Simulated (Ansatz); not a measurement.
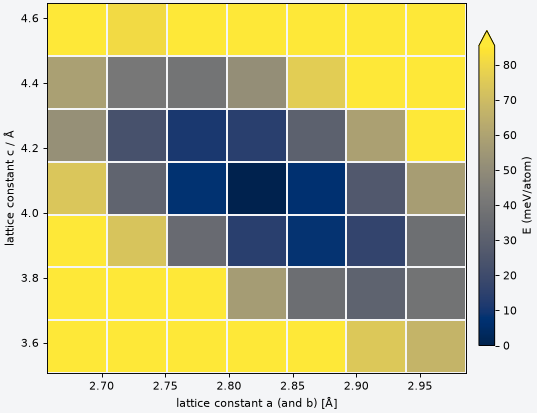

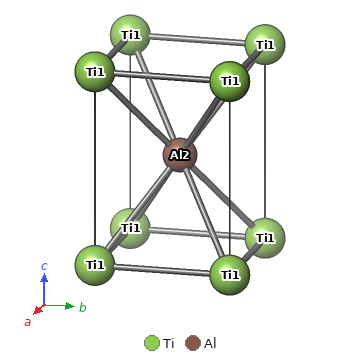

Energy landscape of TiAl (P4/mmm, No. 123; 2 atoms in the cell). 
- The energy is mapped over the lattice constants a and c of the conventional cell.
- Coordinates scanned: (1) lattice constant a (and b); (2) lattice constant c.
- Nothing is relaxed (symmetry fixes all fractional coordinates).
- The grid has 7 × 7 points.
- All energies are given in meV/atom relative to the lowest grid point.
- Computed with DFT PBE, scalar-relativistic, plane waves, PAW (Ansatz 0.2.0). Settings: cutoff 520 eV, k-mesh 16×16×12 in the order of the run's cell vectors, gaussian smearing 0.15 eV, no spin polarisation.

Drawn: one coloured cell a grid point, one colour for all values above the top of the scale. The second picture is the structure at the lowest point

Question: What does the map say about the system?

Answer: The lowest grid point is at lattice constant a (and b) = 2.822 Å, lattice constant c = 4.077 Å. It is the only kind of minimum in the scanned range. The highest grid point, lattice constant a (and b) = 2.681 Å, lattice constant c = 3.587 Å, lies 361 meV/atom above the lowest. Round the minimum the valley is strongly tilted: raising lattice constant a (and b) shifts the best value of lattice constant c downwards (coupling k₁₂/√(k₁₁k₂₂) about 0.6).

The values on the grid:

| lattice constant c ↓, lattice constant a (and b) → | 2.681 | 2.728 | 2.775 | 2.822 | 2.869 | 2.916 | 2.963 |
| --- | --- | --- | --- | --- | --- | --- | --- |
| 4.566 | 90 | 81 | 88 | 108 | 140 | 182 | 234 |
| 4.403 | 59 | 41 | 39 | 51 | 76 | 112 | 158 |
| 4.240 | 52 | 23 | 11 | 14 | 30 | 59 | 98 |
| 4.077 | 74 | 32 | 8 | 0 | 7 | 26 | 57 |
| 3.914 | 130 | 73 | 35 | 14 | 8 | 16 | 37 |
| 3.751 | 225 | 149 | 94 | 57 | 37 | 31 | 39 |
| 3.587 | 361 | 264 | 189 | 134 | 96 | 74 | 67 |

Time for the 49 points that were run: 7.9 min on 1 thread of Arm Neoverse V1, with other jobs on the host.

PAW datasets: the set soft_1.
